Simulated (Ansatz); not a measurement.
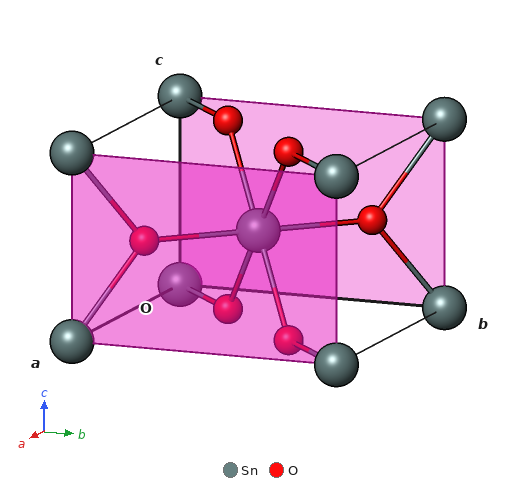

Crystal: SnO2, the geometry relaxed at fixed volume with Ansatz, DFT PBE, scalar-relativistic, plane waves, PAW. Every member of one family of equally spaced planes, hx + ky + lz = a whole number, that cuts the unit cell is shaded (one member passes through the origin O). Symmetry computed with spglib at a tolerance of 0.002 Å; standard conventional cell.

a = 4.767 Å, b = 4.767 Å, c = 3.221 Å, α = 90.00°, β = 90.00°, γ = 90.00°.

**Which (hkl) family is drawn?**

(1 0 0); the opposite sign names the same planes. The member next to the origin meets the axes a at 1, b never, c never.

**What is the spacing?**

d = 4.767 Å.

**Which atoms of the cell lie in these planes (within 0.03 Å)?**

1 of the 2 Sn.
